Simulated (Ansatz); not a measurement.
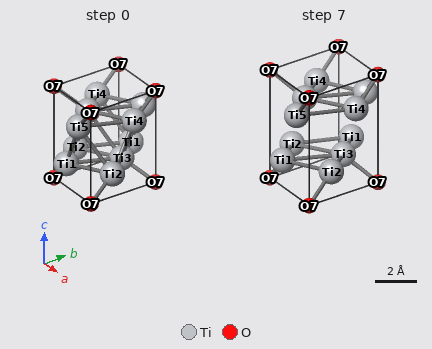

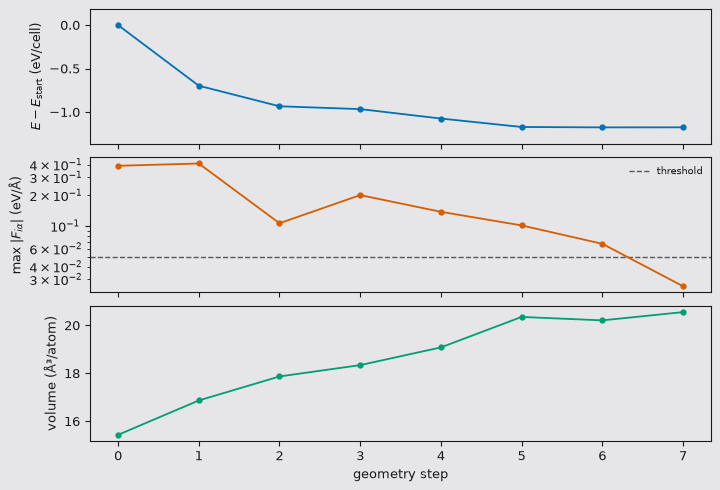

First and last geometry of a relaxation of crystalline Ti6O (set up in P-31m) (coarse preliminary run), with the history of the run. A ball-and-stick model of the cell of the calculation, seen slightly off an axis.

Computed with DFT r2SCAN+U, scalar-relativistic, plane waves, PAW (Ansatz). (plane-wave cutoff 500 eV; k-point mesh 6 × 6 × 4; occupations gaussian; smearing width 0.1 eV; U Ti 4.0 eV; collinear spin; cell and atoms relaxed; force threshold 0.05 eV/Å; at most 80 steps)

> Did the run converge, and what did it change?

The run was cut off at its time limit before the relaxation converged, so the last structure is only a point on the way. The largest moves relative to the cell, 0.065 Å, are those of Ti atoms. O stays in place. The drawn cell changes as follows: a = b 5.130 → 5.454 Å (+6.3 %), c 4.740 → 5.586 Å (+17.8 %); the volume changes by +33.2 %. Some distances before and after: Ti–Ti 2.925 → 3.440 Å, Ti–Ti 2.925 → 3.365 Å, Ti–Ti 2.921 → 3.337 Å, Ti–Ti 2.921 → 3.260 Å. Bond angles that change, for instance: Ti–O–Ti 90.7° → 86.0°, Ti–O–Ti 89.3° → 94.0°. The space group stays P-31m (No. 162). Over 7 geometry steps the energy falls by 1.174 eV per cell of the calculation. Largest force component: 0.39 eV/Å at the start, 0.026 eV/Å at the end. Pressure: 15.38 GPa at the start and −0.47 GPa at the end.
